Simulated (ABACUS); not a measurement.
## Band-structure run, with input and output: Ir

The run: band-structure run of Ir (Fm-3m, 1 atom in the cell). Method and program: Kohn-Sham DFT of a periodic cell, LDA, PseudoDojo NC SR 0.4.1 LDA stringent, no spin polarisation (ABACUS 3.10.1).

The structure derives from an entry of the Crystallography Open Database. It belongs to a series of runs on one base structure; here: bands on the converged density.

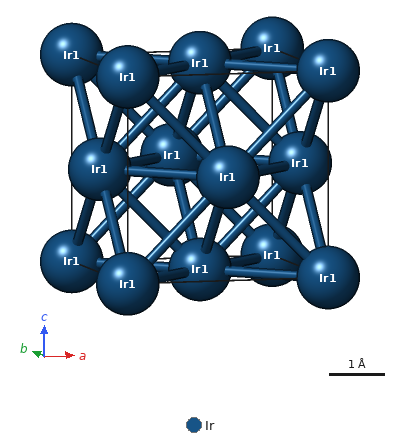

**Figure 1.** The structure (ball-and-stick view of the cell 4 times as large as that of the calculation, set on its symmetry axes, seen slightly off an axis; atoms are numbered from 1 in the order of the input).

### The input
```
INPUT_PARAMETERS
suffix              Ir
calculation         nscf
basis_type          pw
pseudo_dir          ./
symmetry            -1
dft_functional      pz
ecutwfc             68.0
pseudo_rcut         10
nspin               1
nbands              19
ks_solver           dav
smearing_method     fd
smearing_sigma      0.00367493
scf_thr             1e-08
scf_nmax            100
mixing_type         broyden
mixing_beta         0.7
init_chg            file
pw_diag_thr         1e-07
out_band            1
kpar                4
```

### File STRU
```
ATOMIC_SPECIES
Ir 192.2170 Ir.upf

LATTICE_CONSTANT
1.8897261246

LATTICE_VECTORS
0.0000000000 1.9156000000 1.9156000000
1.9156000000 0.0000000000 1.9156000000
1.9156000000 1.9156000000 0.0000000000

ATOMIC_POSITIONS
Direct

Ir
0.0
1
0.0000000000 0.0000000000 0.0000000000 1 1 1
```

### File KPT
```
K_POINTS
12
Line
0.00000000 0.00000000 0.00000000 10 // G
0.50000000 0.00000000 0.50000000 10 // X
0.50000000 0.25000000 0.75000000 10 // W
0.37500000 0.37500000 0.75000000 10 // K
0.00000000 0.00000000 0.00000000 10 // G
0.50000000 0.50000000 0.50000000 10 // L
0.62500000 0.25000000 0.62500000 10 // U
0.50000000 0.25000000 0.75000000 10 // W
0.50000000 0.50000000 0.50000000 10 // L
0.37500000 0.37500000 0.75000000 1 // K
0.62500000 0.25000000 0.62500000 10 // U
0.50000000 0.00000000 0.50000000 1 // X
```

Hardware: 4 threads of Intel Xeon (Sapphire Rapids), 16 GiB of memory available, shared host.

Command:
```bash
OMP_NUM_THREADS=1 mpirun -np 4 abacus > log
```

### Log
```
ABACUS v3.10.1

               Atomic-orbital Based Ab-initio Computation at UStc

 ------------------------------------------------------------------------------------

 READING GENERAL INFORMATION
                           global_out_dir = OUT.Ir/
                           global_in_card = INPUT
                               pseudo_dir = ./
                              orbital_dir =
                                    DSIZE = 4
                                    GSIZE = 1

 READING UNITCELL INFORMATION
                                    ntype = 1
                  lattice constant (Bohr) = 1.88973
              lattice constant (Angstrom) = 1

 READING ATOM TYPE 1
                               atom label = Ir
                      L=0, number of zeta = 1
                      L=1, number of zeta = 1
                      L=2, number of zeta = 1
             number of atom for this type = 1

                        TOTAL ATOM NUMBER = 1
DIRECT COORDINATES
    atom                   x                   y                   z     mag                  vx                  vy                  vz
taud_Ir1            0.0000000000        0.0000000000        0.0000000000  0.0000        0.0000000000        0.0000000000        0.0000000000

                          Volume (Bohr^3) = 94.8727
                             Volume (A^3) = 14.0587

 Lattice vectors: (Cartesian coordinate: in unit of a_0)
                   +0             +1.9156             +1.9156
              +1.9156                  +0             +1.9156
              +1.9156             +1.9156                  +0
 Reciprocal vectors: (Cartesian coordinate: in unit of 2 pi/a_0)
            -0.261015           +0.261015           +0.261015
            +0.261015           -0.261015           +0.261015
            +0.261015           +0.261015           -0.261015
 The esolver type has been set to : ksdft_pw

                PAO radial cut off (Bohr) = 10

 Read in pseudopotential file is Ir.upf
                     pseudopotential type = NC
          exchange-correlation functional = SLAPWNOGXNOGC
                 nonlocal core correction = 1
                        valence electrons = 17
                                     lmax = 3
                           number of zeta = 4
                     number of projectors = 8
                           L of projector = 0
                           L of projector = 0
                           L of projector = 1
                           L of projector = 1
                           L of projector = 2
                           L of projector = 2
                           L of projector = 3
                           L of projector = 3
 XC functional updated to : pz
          exchange-correlation functional = PZ
     initial pseudo atomic orbital number = 10

 SETUP THE ELECTRONS NUMBER
            electron number of element Ir = 17
      total electron number of element Ir = 17
            AUTOSET number of electrons:  = 17
                           occupied bands = 9
                                   NBANDS = 19
                                   NLOCAL = 9

%%%%%%%%%%%%%%%%%%%%%%%%%%%%%%%%%%%%%%%%%%%%%%%%%%%%%%%%%%%%%%%%%%%%%%%%%%%%%%%%%%%%%%%%%%%%%%%%%%%%%%%%%%
 Warning: the number of valence electrons in pseudopotential > 9 for Ir: [Xe] 4f14 5d7 6s2
 Pseudopotentials with additional electrons can yield (more) accurate outcomes, but may be less efficient.
 If you're confident that your chosen pseudopotential is appropriate, you can safely ignore this warning.
%%%%%%%%%%%%%%%%%%%%%%%%%%%%%%%%%%%%%%%%%%%%%%%%%%%%%%%%%%%%%%%%%%%%%%%%%%%%%%%%%%%%%%%%%%%%%%%%%%%%%%%%%%

 SETUP THE PLANE WAVE BASIS
 energy cutoff for charge/potential (unit:Ry) = 272
            fft grid for charge/potential = [ 27, 27, 27 ]
                        fft grid division = [ 1, 1, 1 ]
        big fft grid for charge/potential = [ 27, 27, 27 ]
                                     nbxx = 19683
                                     nrxx = 19683

 SETUP PLANE WAVES FOR CHARGE/POTENTIAL
                    number of plane waves = 7239
                         number of sticks = 499

 PARALLEL PW FOR CHARGE/POTENTIAL
     PROC   COLUMNS(POT)             PW
        1            499           7239
 --------------- sum -------------------
        1            499           7239
                            number of |g| = 123
                                  max |g| = 24.5263
                                  min |g| = 0

----------- Double Check Mixing Parameters Begin ------------
mixing_type: broyden
mixing_beta: 0.7
mixing_gg0: 1
mixing_gg0_min: 0.1
mixing_ndim: 8
----------- Double Check Mixing Parameters End ------------

 SETUP K-POINTS
                                    nspin = 1
                                   nkstot = 102
K-POINTS DIRECT COORDINATES
 KPOINTS    DIRECT_X    DIRECT_Y    DIRECT_Z  WEIGHT
       1  0.00000000  0.00000000  0.00000000  1.0000
       2  0.05000000  0.00000000  0.05000000  1.0000
       3  0.10000000  0.00000000  0.10000000  1.0000
       4  0.15000000  0.00000000  0.15000000  1.0000
       5  0.20000000  0.00000000  0.20000000  1.0000
       6  0.25000000  0.00000000  0.25000000  1.0000
       7  0.30000000  0.00000000  0.30000000  1.0000
       8  0.35000000  0.00000000  0.35000000  1.0000
       9  0.40000000  0.00000000  0.40000000  1.0000
      10  0.45000000  0.00000000  0.45000000  1.0000
      11  0.50000000  0.00000000  0.50000000  1.0000
      12  0.50000000  0.02500000  0.52500000  1.0000
      13  0.50000000  0.05000000  0.55000000  1.0000
      14  0.50000000  0.07500000  0.57500000  1.0000
      15  0.50000000  0.10000000  0.60000000  1.0000
      16  0.50000000  0.12500000  0.62500000  1.0000
      17  0.50000000  0.15000000  0.65000000  1.0000
      18  0.50000000  0.17500000  0.67500000  1.0000
      19  0.50000000  0.20000000  0.70000000  1.0000
      20  0.50000000  0.22500000  0.72500000  1.0000
      21  0.50000000  0.25000000  0.75000000  1.0000
      22  0.48750000  0.26250000  0.75000000  1.0000
      23  0.47500000  0.27500000  0.75000000  1.0000
      24  0.46250000  0.28750000  0.75000000  1.0000
      25  0.45000000  0.30000000  0.75000000  1.0000
      26  0.43750000  0.31250000  0.75000000  1.0000
      27  0.42500000  0.32500000  0.75000000  1.0000
      28  0.41250000  0.33750000  0.75000000  1.0000
      29  0.40000000  0.35000000  0.75000000  1.0000
      30  0.38750000  0.36250000  0.75000000  1.0000
[... 72 further k points ...]

           k-point number in this process = 26
       minimum distributed K point number = 25

[... K-POINTS CARTESIAN COORDINATES: 26 rows ...]

[... K-POINTS DIRECT COORDINATES: 26 rows ...]

 SETUP PLANE WAVES FOR WAVE FUNCTIONS
     energy cutoff for wavefunc (unit:Ry) = 68
              fft grid for wave functions = [ 27, 27, 27 ]
                    number of plane waves = 1243
                         number of sticks = 151

 PARALLEL PW FOR WAVE FUNCTIONS
     PROC   COLUMNS(POT)             PW
        1            151           1243
 --------------- sum -------------------
        1            151           1243

 SETUP NONLOCAL PSEUDOPOTENTIALS IN PLANE WAVE BASIS
 Ir non-local projectors:
 projector 1 L=0
 projector 2 L=0
 projector 3 L=1
 projector 4 L=1
 projector 5 L=2
 projector 6 L=2
 projector 7 L=3
 projector 8 L=3
      TOTAL NUMBER OF NONLOCAL PROJECTORS = 32

 Init Non-Local PseudoPotential table :
 Init Non-Local-Pseudopotential done.

                                     npwx = 934

 Make real space PAO into reciprocal space.
       max mesh points in Pseudopotential = 1001
     dq(describe PAO in reciprocal space) = 0.01
                                    max q = 994

 number of pseudo atomic orbitals for Ir is 4
WARNING: norm of atomic wavefunction # 4 of atomic type Ir is 0.999972, renormalized

 -------------------------------------------
 NONSELF-CONSISTENT
 -------------------------------------------
                                 init_chg = file
 try to read charge from file
 Read in the charge density: OUT.Ir//Ir-CHARGE-DENSITY.restart

 PW ALGORITHM --------------- ION=   1  ELEC=   1--------------------------------
 k(1/102) Iter steps (avg)=12 threshold=1e-07
 k(2/102) Iter steps (avg)=13 threshold=1e-07
 k(3/102) Iter steps (avg)=10 threshold=1e-07
 k(4/102) Iter steps (avg)=13 threshold=1e-07
 k(5/102) Iter steps (avg)=14 threshold=1e-07
 k(6/102) Iter steps (avg)=16 threshold=1e-07
 k(7/102) Iter steps (avg)=15 threshold=1e-07
 k(8/102) Iter steps (avg)=14 threshold=1e-07
 k(9/102) Iter steps (avg)=19 threshold=1e-07
 k(10/102) Iter steps (avg)=12 threshold=1e-07
 k(11/102) Iter steps (avg)=18 threshold=1e-07
 k(12/102) Iter steps (avg)=18 threshold=1e-07
 k(13/102) Iter steps (avg)=19 threshold=1e-07
 k(14/102) Iter steps (avg)=19 threshold=1e-07
 k(15/102) Iter steps (avg)=21 threshold=1e-07
 k(16/102) Iter steps (avg)=21 threshold=1e-07
 k(17/102) Iter steps (avg)=22 threshold=1e-07
 k(18/102) Iter steps (avg)=20 threshold=1e-07
 k(19/102) Iter steps (avg)=22 threshold=1e-07
 k(20/102) Iter steps (avg)=18 threshold=1e-07
 k(21/102) Iter steps (avg)=15 threshold=1e-07
 k(22/102) Iter steps (avg)=17 threshold=1e-07
 k(23/102) Iter steps (avg)=17 threshold=1e-07
 k(24/102) Iter steps (avg)=13 threshold=1e-07
 k(25/102) Iter steps (avg)=18 threshold=1e-07
 k(26/102) Iter steps (avg)=17 threshold=1e-07
[... levels at 26 k points of this process ...]

 Density error is 0.00000000000
                          Error Threshold = 1.00000000000e-07
----------------------------------------------------------
     Energy           Rydberg                 eV
----------------------------------------------------------
 E_KohnSham     -229.8131033636      -3126.7676808077
 E_KS(sigma->0) -229.8124638731      -3126.7589800935
 E_Harris       -229.8131033636      -3126.7676808077
 E_band         -6.1749149461        -84.0140279326
 E_one_elec     -33.3402549172       -453.6174396469
 E_Hartree      29.1485490416        396.5863553981
 E_xc           -42.6035420636       -579.6509270483
 E_Ewald        -183.0165764434      -2490.0682680822
 E_entropy(-TS) -0.0012789809        -0.0174014283
 E_descf        0.0000000000         0.0000000000
 E_exx          0.0000000000         0.0000000000
 E_Fermi        1.9388864587         26.3799036136
----------------------------------------------------------

 charge density convergence is achieved
 final etot is -3126.7676808 eV
 EFERMI = 26.379903614 eV

 STATE ENERGY(eV) AND OCCUPATIONS    NSPIN == 1
 1/26 kpoint (Cartesian) = 0.0000 0.0000 0.0000 (893 pws)
       1       -67.3723      0.0196078
       2       -23.6900      0.0196078
       3       -23.6900      0.0196078
       4       -23.6900      0.0196078
       5        14.4980      0.0196078
       6        21.7842      0.0196078
       7        21.7842      0.0196078
       8        21.7842      0.0196078
       9        24.5407      0.0196078
      10        24.5407      0.0196078
      11        39.3606        0.00000
      12        44.8638        0.00000
      13        44.8638        0.00000
      14        44.8638        0.00000
      15        50.4991        0.00000
      16        59.7302        0.00000
      17        59.7302        0.00000
      18        59.7302        0.00000
      19        62.7372        0.00000

 2/26 kpoint (Cartesian) = 0.0000 0.026101 0.0000 (901 pws)
       1       -67.3701      0.0196078
       2       -23.7100      0.0196078
       3       -23.6974      0.0196078
       4       -23.6974      0.0196078
       5        14.6490      0.0196078
       6        21.6672      0.0196078
       7        21.8686      0.0196078
       8        21.8686      0.0196078
       9        24.4053      0.0196078
      10        24.5852      0.0196078
      11        39.6255        0.00000
      12        44.4809        0.00000
      13        44.9442        0.00000
      14        44.9442        0.00000
      15        51.3936        0.00000
      16        58.1404        0.00000
      17        58.1404        0.00000
      18        59.7817        0.00000
      19        61.3340        0.00000

 3/26 kpoint (Cartesian) = 0.0000 0.052203 0.0000 (901 pws)
       1       -67.3637      0.0196078
       2       -23.7677      0.0196078
       3       -23.7190      0.0196078
       4       -23.7190      0.0196078
       5        15.0908      0.0196078
       6        21.3420      0.0196078
       7        22.1205      0.0196078
       8        22.1205      0.0196078
       9        24.0275      0.0196078
      10        24.7159      0.0196078
      11        40.3896        0.00000
      12        43.8229        0.00000
      13        45.1337        0.00000
      14        45.1337        0.00000
      15        53.5522        0.00000
      16        55.7612        0.00000
      17        55.7612        0.00000
      18        58.4581        0.00000
      19        59.9357        0.00000

 4/26 kpoint (Cartesian) = 0.0000 0.078304 0.0000 (897 pws)
       1       -67.3538      0.0196078
       2       -23.8562      0.0196078
       3       -23.7524      0.0196078
       4       -23.7524      0.0196078
       5        15.7857      0.0196078
       6        20.8727      0.0196078
       7        22.5348      0.0196078
       8        22.5348      0.0196078
       9        23.4934      0.0196078
      10        24.9245      0.0196078
      11        41.5738        0.00000
      12        43.3777        0.00000
      13        45.2338        0.00000
      14        45.2338        0.00000
      15        53.7178        0.00000
      16        53.7178        0.00000
      17        55.1135        0.00000
      18        56.4842        0.00000
      19        60.1910        0.00000

 5/26 kpoint (Cartesian) = 0.0000 0.10441 0.0000 (889 pws)
       1       -67.3414      0.0196078
       2       -23.9656      0.0196078
       3       -23.7944      0.0196078
       4       -23.7944      0.0196078
       5        16.6500      0.0196078
       6        20.3335      0.0196078
       7        22.9531      0.0196078
       8        23.1022      0.0196078
       9        23.1022      0.0196078
      10        25.1963      0.0196078
      11        43.0755        0.00000
      12        43.2588        0.00000
      13        44.8349        0.00000
      14        44.8349        0.00000
      15        51.8513        0.00000
      16        52.5743        0.00000
      17        52.5743        0.00000
      18        59.6961        0.00000
      19        60.5468        0.00000

 6/26 kpoint (Cartesian) = 0.0000 0.13051 0.0000 (902 pws)
       1       -67.3276      0.0196078
       2       -24.0843      0.0196078
       3       -23.8407      0.0196078
       4       -23.8407      0.0196078
       5        17.5037      0.0196078
       6        19.7899      0.0196078
       7        22.6501      0.0196078
       8        23.8063      0.0196078
       9        23.8063      0.0196078
      10        25.5106      0.0196078
      11        43.3839        0.00000
      12        43.6512        0.00000
      13        43.6512        0.00000
      14        44.7814        0.00000
      15        48.6976        0.00000
      16        52.6807        0.00000
      17        52.6807        0.00000
      18        58.9453        0.00000
      19        61.0050        0.00000

[... levels at 20 further k points ...]

 --------------------------------------------
 !FINAL_ETOT_IS -3126.767680807659 eV
 --------------------------------------------

 Output bands in file: OUT.Ir/BANDS_1.dat
```

### Key numbers

| quantity | value |
| --- | --- |
| outcome | converged |
| space group (tolerance 0.01 Å) | Fm-3m (225) |
| electrons treated | 17 |
| Fermi energy of the self-consistent step | 25.804 eV |
| wall time | 3.7 s (CPU time 14 s) |
| peak memory | 0.36 GiB |

Spin–orbit coupling is left out, which matters for Ir.
